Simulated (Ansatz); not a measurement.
**Geometry relaxation, with input and output: InAs (part 3 of 3)**

InAs (interface cell, 24 atoms in the cell); DFT PBE, scalar-relativistic, plane waves, PAW, no spin polarisation (Ansatz 0.2.0); cutoff 420 eV, 12×12×1 k-mesh, Gaussian smearing of 0.1 eV. The structure derives from an entry of the Crystallography Open Database. It belongs to a series of runs on one base structure; here: symmetric tilt boundary Sigma 3 (1 1 1), mirror between the next planes, shift [0, 0].

Geometry of the input (Å; fractional positions):
```
4.3744  0.0000  0.0000
-2.1872  3.7883  0.0000
0.0000  0.0000  42.8601
As 0.6667  0.3333  0.0522
In 0.3333  0.6667  0.0313
In 0.6667  0.3333  0.1147
As 0.0000  0.0000  0.1355
In 0.0000  0.0000  0.1980
As 0.6667  0.3333  0.3022
As 0.3333  0.6667  0.2188
In 0.3333  0.6667  0.2813
In 0.6667  0.3333  0.3647
As 0.0000  0.0000  0.3855
In 0.0000  0.0000  0.4480
As 0.3333  0.6667  0.4688
As 0.6667  0.3333  0.9478
In 0.3333  0.6667  0.9687
In 0.6667  0.3333  0.8853
As 0.0000  0.0000  0.8645
In 0.0000  0.0000  0.8020
As 0.6667  0.3333  0.6978
As 0.3333  0.6667  0.7812
In 0.3333  0.6667  0.7187
In 0.6667  0.3333  0.6353
As 0.0000  0.0000  0.6145
In 0.0000  0.0000  0.5520
As 0.3333  0.6667  0.5312
```

### File populations.tsv
```
# site	symbol	l	j	q
# orbitals = lowdin
# n_electrons = 336.000000
# spilling = 0.001309
0	As	0_4S	-	1.564459
0	As	1_4P	-	3.656777
0	As	2_3D	-	9.997919
1	In	0_5S	-	1.150901
1	In	1_5P	-	1.694567
1	In	2_4D	-	9.983843
2	In	0_5S	-	1.125216
2	In	1_5P	-	1.608409
2	In	2_4D	-	9.984578
3	As	0_4S	-	1.564104
3	As	1_4P	-	3.680482
3	As	2_3D	-	9.997807
4	In	0_5S	-	1.120812
4	In	1_5P	-	1.614069
4	In	2_4D	-	9.984720
5	As	0_4S	-	1.563416
5	As	1_4P	-	3.685095
5	As	2_3D	-	9.997798
6	As	0_4S	-	1.562666
6	As	1_4P	-	3.684746
6	As	2_3D	-	9.997793
7	In	0_5S	-	1.121534
7	In	1_5P	-	1.613885
7	In	2_4D	-	9.984792
8	In	0_5S	-	1.128425
8	In	1_5P	-	1.610570
8	In	2_4D	-	9.984841
9	As	0_4S	-	1.566661
9	As	1_4P	-	3.679190
9	As	2_3D	-	9.997801
10	In	0_5S	-	1.134224
10	In	1_5P	-	1.640312
10	In	2_4D	-	9.983893
11	As	0_4S	-	1.594627
11	As	1_4P	-	3.520953
11	As	2_3D	-	9.998123
12	As	0_4S	-	1.564459
12	As	1_4P	-	3.656777
12	As	2_3D	-	9.997919
13	In	0_5S	-	1.150901
13	In	1_5P	-	1.694567
13	In	2_4D	-	9.983843
14	In	0_5S	-	1.125216
14	In	1_5P	-	1.608409
14	In	2_4D	-	9.984578
15	As	0_4S	-	1.564104
15	As	1_4P	-	3.680482
15	As	2_3D	-	9.997807
16	In	0_5S	-	1.120812
16	In	1_5P	-	1.614069
16	In	2_4D	-	9.984720
17	As	0_4S	-	1.563416
17	As	1_4P	-	3.685095
17	As	2_3D	-	9.997798
18	As	0_4S	-	1.562666
18	As	1_4P	-	3.684746
18	As	2_3D	-	9.997793
19	In	0_5S	-	1.121534
19	In	1_5P	-	1.613885
19	In	2_4D	-	9.984792
20	In	0_5S	-	1.128425
20	In	1_5P	-	1.610570
20	In	2_4D	-	9.984841
21	As	0_4S	-	1.566661
21	As	1_4P	-	3.679190
21	As	2_3D	-	9.997801
22	In	0_5S	-	1.134224
22	In	1_5P	-	1.640312
22	In	2_4D	-	9.983893
23	As	0_4S	-	1.594627
23	As	1_4P	-	3.520953
23	As	2_3D	-	9.998123
```

### Trajectory as extended XYZ (Å, eV, eV/Å), 6 frames, from step=1 to step=6
```
24
Lattice="4.3744 0.0000 0.0000 -2.1872 3.7883 0.0000 0.0000 0.0000 42.8601" Properties=species:S:1:pos:R:3:forces:R:3 step=1 energy=-125452.45780 pressure_GPa=0.38
As    2.1872    1.2628    2.2359    0.0000   0.0000   0.3130
In    0.0000    2.5256    1.3430    0.0000   0.0000   0.8727
In    2.1872    1.2628    4.9146    0.0000   0.0000  -0.1331
As    0.0000    0.0000    5.8075    0.0000   0.0000   0.1186
In    0.0000    0.0000    8.4863    0.0000   0.0000  -0.1299
As    2.1872    1.2628   12.9509    0.0000   0.0000   0.1383
As    0.0000    2.5256    9.3792    0.0000   0.0000   0.1298
In    0.0000    2.5256   12.0580    0.0000   0.0000  -0.1428
In    2.1872    1.2628   15.6297    0.0000   0.0000  -0.1635
As    0.0000    0.0000   16.5226    0.0000   0.0000   0.1945
In    0.0000    0.0000   19.2013    0.0000   0.0000  -0.0504
As    0.0000    2.5256   20.0943    0.0000   0.0000   0.6522
As    2.1872    1.2628   40.6243    0.0000   0.0000  -0.3130
In    0.0000    2.5256   41.5172    0.0000   0.0000  -0.8727
In    2.1872    1.2628   37.9455    0.0000   0.0000   0.1331
As    0.0000    0.0000   37.0526    0.0000   0.0000  -0.1186
In    0.0000    0.0000   34.3738    0.0000   0.0000   0.1299
As    2.1872    1.2628   29.9092    0.0000   0.0000  -0.1383
As    0.0000    2.5256   33.4809    0.0000   0.0000  -0.1298
In    0.0000    2.5256   30.8021    0.0000   0.0000   0.1428
In    2.1872    1.2628   27.2305    0.0000   0.0000   0.1635
As    0.0000    0.0000   26.3376    0.0000   0.0000  -0.1945
In    0.0000    0.0000   23.6588    0.0000   0.0000   0.0504
As    0.0000    2.5256   22.7659    0.0000   0.0000  -0.6522
24
Lattice="4.3744 0.0000 0.0000 -2.1872 3.7883 0.0000 0.0000 0.0000 43.0990" Properties=species:S:1:pos:R:3:forces:R:3 step=2 energy=-125452.54719 pressure_GPa=0.25
As    2.1872    1.2628    2.4403    0.0000   0.0000  -0.3257
In    0.0000    2.5256    1.5213    0.0000   0.0000  -0.5440
In    2.1872    1.2628    5.0400    0.0000   0.0000   0.2207
As    0.0000    0.0000    5.9210    0.0000   0.0000   0.0379
In    0.0000    0.0000    8.5583    0.0000   0.0000   0.1317
As    2.1872    1.2628   13.0730    0.0000   0.0000  -0.0346
As    0.0000    2.5256    9.4786    0.0000   0.0000  -0.0228
In    0.0000    2.5256   12.1287    0.0000   0.0000   0.1247
In    2.1872    1.2628   15.7342    0.0000   0.0000   0.1636
As    0.0000    0.0000   16.7160    0.0000   0.0000  -0.0702
In    0.0000    0.0000   19.3855    0.0000   0.0000  -0.0455
As    0.0000    2.5256   20.3209    0.0000   0.0000  -0.3694
As    2.1872    1.2628   40.6587    0.0000   0.0000   0.3257
In    0.0000    2.5256   41.5777    0.0000   0.0000   0.5440
In    2.1872    1.2628   38.0591    0.0000   0.0000  -0.2207
As    0.0000    0.0000   37.1780    0.0000   0.0000  -0.0379
In    0.0000    0.0000   34.5407    0.0000   0.0000  -0.1317
As    2.1872    1.2628   30.0261    0.0000   0.0000   0.0346
As    0.0000    2.5256   33.6204    0.0000   0.0000   0.0228
In    0.0000    2.5256   30.9704    0.0000   0.0000  -0.1247
In    2.1872    1.2628   27.3648    0.0000   0.0000  -0.1636
As    0.0000    0.0000   26.3831    0.0000   0.0000   0.0702
In    0.0000    0.0000   23.7135    0.0000   0.0000   0.0455
As    0.0000    2.5256   22.7782    0.0000   0.0000   0.3694
24
Lattice="4.3744 0.0000 0.0000 -2.1872 3.7883 0.0000 0.0000 0.0000 42.9955" Properties=species:S:1:pos:R:3:forces:R:3 step=3 energy=-125452.64103 pressure_GPa=0.25
As    2.1872    1.2628    2.3928    0.0000   0.0000  -0.0576
In    0.0000    2.5256    1.4631    0.0000   0.0000  -0.1829
In    2.1872    1.2628    5.0374    0.0000   0.0000   0.0516
As    0.0000    0.0000    5.9458    0.0000   0.0000   0.0055
In    0.0000    0.0000    8.6016    0.0000   0.0000   0.0010
As    2.1872    1.2628   13.0872    0.0000   0.0000   0.0323
As    0.0000    2.5256    9.5128    0.0000   0.0000   0.0216
In    0.0000    2.5256   12.1713    0.0000   0.0000  -0.0112
In    2.1872    1.2628   15.7484    0.0000   0.0000  -0.0270
As    0.0000    0.0000   16.6722    0.0000   0.0000   0.0534
In    0.0000    0.0000   19.3309    0.0000   0.0000  -0.0289
As    0.0000    2.5256   20.2341    0.0000   0.0000   0.1468
As    2.1872    1.2628   40.6028    0.0000   0.0000   0.0576
In    0.0000    2.5256   41.5325    0.0000   0.0000   0.1829
In    2.1872    1.2628   37.9581    0.0000   0.0000  -0.0516
As    0.0000    0.0000   37.0497    0.0000   0.0000  -0.0055
In    0.0000    0.0000   34.3939    0.0000   0.0000  -0.0010
As    2.1872    1.2628   29.9083    0.0000   0.0000  -0.0323
As    0.0000    2.5256   33.4827    0.0000   0.0000  -0.0216
In    0.0000    2.5256   30.8242    0.0000   0.0000   0.0112
In    2.1872    1.2628   27.2471    0.0000   0.0000   0.0270
As    0.0000    0.0000   26.3233    0.0000   0.0000  -0.0534
In    0.0000    0.0000   23.6647    0.0000   0.0000   0.0289
As    0.0000    2.5256   22.7615    0.0000   0.0000  -0.1468
24
Lattice="4.3744 0.0000 0.0000 -2.1872 3.7883 0.0000 0.0000 0.0000 42.9428" Properties=species:S:1:pos:R:3:forces:R:3 step=4 energy=-125452.64959 pressure_GPa=0.30
As    2.1872    1.2628    2.3738    0.0000   0.0000   0.0116
In    0.0000    2.5256    1.4379    0.0000   0.0000   0.0061
In    2.1872    1.2628    5.0304    0.0000   0.0000   0.0001
As    0.0000    0.0000    5.9452    0.0000   0.0000   0.0000
In    0.0000    0.0000    8.6039    0.0000   0.0000  -0.0088
As    2.1872    1.2628   13.0937    0.0000   0.0000   0.0162
As    0.0000    2.5256    9.5188    0.0000   0.0000   0.0100
In    0.0000    2.5256   12.1768    0.0000   0.0000  -0.0133
In    2.1872    1.2628   15.7512    0.0000   0.0000  -0.0187
As    0.0000    0.0000   16.6747    0.0000   0.0000   0.0198
In    0.0000    0.0000   19.3255    0.0000   0.0000  -0.0323
As    0.0000    2.5256   20.2215    0.0000   0.0000   0.0266
As    2.1872    1.2628   40.5691    0.0000   0.0000  -0.0116
In    0.0000    2.5256   41.5049    0.0000   0.0000  -0.0061
In    2.1872    1.2628   37.9124    0.0000   0.0000  -0.0001
As    0.0000    0.0000   36.9976    0.0000   0.0000   0.0000
In    0.0000    0.0000   34.3389    0.0000   0.0000   0.0088
As    2.1872    1.2628   29.8491    0.0000   0.0000  -0.0162
As    0.0000    2.5256   33.4240    0.0000   0.0000  -0.0100
In    0.0000    2.5256   30.7660    0.0000   0.0000   0.0133
In    2.1872    1.2628   27.1916    0.0000   0.0000   0.0187
As    0.0000    0.0000   26.2682    0.0000   0.0000  -0.0198
In    0.0000    0.0000   23.6173    0.0000   0.0000   0.0323
As    0.0000    2.5256   22.7214    0.0000   0.0000  -0.0266
24
Lattice="4.3744 0.0000 0.0000 -2.1872 3.7883 0.0000 0.0000 0.0000 42.9400" Properties=species:S:1:pos:R:3:forces:R:3 step=5 energy=-125452.64988 pressure_GPa=0.31
As    2.1872    1.2628    2.3762    0.0000   0.0000   0.0026
In    0.0000    2.5256    1.4391    0.0000   0.0000  -0.0001
In    2.1872    1.2628    5.0319    0.0000   0.0000  -0.0039
As    0.0000    0.0000    5.9448    0.0000   0.0000   0.0018
In    0.0000    0.0000    8.6022    0.0000   0.0000  -0.0024
As    2.1872    1.2628   13.0918    0.0000   0.0000   0.0034
As    0.0000    2.5256    9.5175    0.0000   0.0000   0.0026
In    0.0000    2.5256   12.1739    0.0000   0.0000  -0.0034
In    2.1872    1.2628   15.7470    0.0000   0.0000  -0.0046
As    0.0000    0.0000   16.6719    0.0000   0.0000   0.0054
In    0.0000    0.0000   19.3203    0.0000   0.0000  -0.0036
As    0.0000    2.5256   20.2214    0.0000   0.0000  -0.0014
As    2.1872    1.2628   40.5639    0.0000   0.0000  -0.0026
In    0.0000    2.5256   41.5009    0.0000   0.0000   0.0001
In    2.1872    1.2628   37.9082    0.0000   0.0000   0.0039
As    0.0000    0.0000   36.9952    0.0000   0.0000  -0.0018
In    0.0000    0.0000   34.3378    0.0000   0.0000   0.0024
As    2.1872    1.2628   29.8483    0.0000   0.0000  -0.0034
As    0.0000    2.5256   33.4225    0.0000   0.0000  -0.0026
In    0.0000    2.5256   30.7662    0.0000   0.0000   0.0034
In    2.1872    1.2628   27.1930    0.0000   0.0000   0.0046
As    0.0000    0.0000   26.2681    0.0000   0.0000  -0.0054
In    0.0000    0.0000   23.6198    0.0000   0.0000   0.0036
As    0.0000    2.5256   22.7187    0.0000   0.0000   0.0014
24
Lattice="4.3744 0.0000 0.0000 -2.1872 3.7883 0.0000 0.0000 0.0000 42.9400" Properties=species:S:1:pos:R:3:forces:R:3 step=6 energy=-125452.65013 pressure_GPa=0.31
As    2.1872    1.2628    2.3762    0.0000   0.0000   0.0026
In    0.0000    2.5256    1.4391    0.0000   0.0000  -0.0001
In    2.1872    1.2628    5.0319    0.0000   0.0000  -0.0039
As    0.0000    0.0000    5.9448    0.0000   0.0000   0.0018
In    0.0000    0.0000    8.6022    0.0000   0.0000  -0.0024
As    2.1872    1.2628   13.0918    0.0000   0.0000   0.0034
As    0.0000    2.5256    9.5175    0.0000   0.0000   0.0026
In    0.0000    2.5256   12.1739    0.0000   0.0000  -0.0034
In    2.1872    1.2628   15.7470    0.0000   0.0000  -0.0046
As    0.0000    0.0000   16.6719    0.0000   0.0000   0.0054
In    0.0000    0.0000   19.3203    0.0000   0.0000  -0.0036
As    0.0000    2.5256   20.2214    0.0000   0.0000  -0.0014
As    2.1872    1.2628   40.5639    0.0000   0.0000  -0.0026
In    0.0000    2.5256   41.5009    0.0000   0.0000   0.0001
In    2.1872    1.2628   37.9082    0.0000   0.0000   0.0039
As    0.0000    0.0000   36.9952    0.0000   0.0000  -0.0018
In    0.0000    0.0000   34.3378    0.0000   0.0000   0.0024
As    2.1872    1.2628   29.8483    0.0000   0.0000  -0.0034
As    0.0000    2.5256   33.4225    0.0000   0.0000  -0.0026
In    0.0000    2.5256   30.7662    0.0000   0.0000   0.0034
In    2.1872    1.2628   27.1930    0.0000   0.0000   0.0046
As    0.0000    0.0000   26.2681    0.0000   0.0000  -0.0054
In    0.0000    0.0000   23.6198    0.0000   0.0000   0.0036
As    0.0000    2.5256   22.7187    0.0000   0.0000   0.0014
```

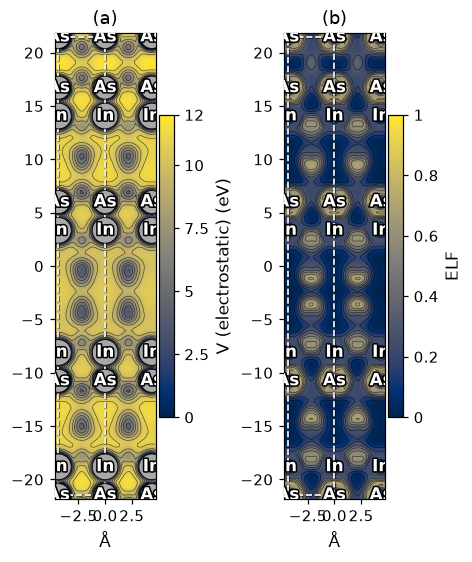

*(a) electrostatic potential (local pseudopotential plus Hartree) felt by an electron; (b) ELF on the (010) plane of the calculation cell. Grey discs, where drawn, cover atomic cores.*

Atoms in the plane: As and In. In–As (2.66 Å): the ELF is about 0.55 at the midpoint. Outside the cores the potential energy rises away from the atoms and is highest about 2.3 Å from the nearest atoms; outside the discs it spans about 11 eV, and its zero is arbitrary. Core electrons are frozen (PAW), so the fields are smoothed inside the atomic spheres.

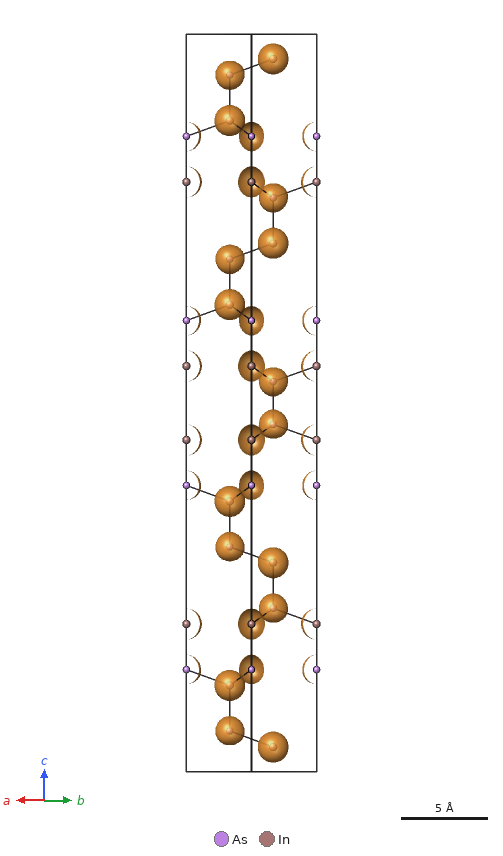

*Isosurface of the valence electron density at 0.8 e/Å³ (orange), seen along [110]. Sticks mark near contacts. The outline is the calculation cell.*

At this value the density breaks into separate islands; it holds about 70 % of the electrons treated as valence (semicore included). It is pinched off along the As–As (2.50 Å), In–As (2.65 Å), In–In (2.88 Å) and In–As (2.69 Å) contacts. On the grid the lowest density along these lines, outside the cores, is 0.51 e/Å³ (As–As, 2.50 Å), 0.4 e/Å³ (In–As, 2.65 Å), 0.29 e/Å³ (In–In, 2.88 Å) and 0.37 e/Å³ (In–As, 2.69 Å).
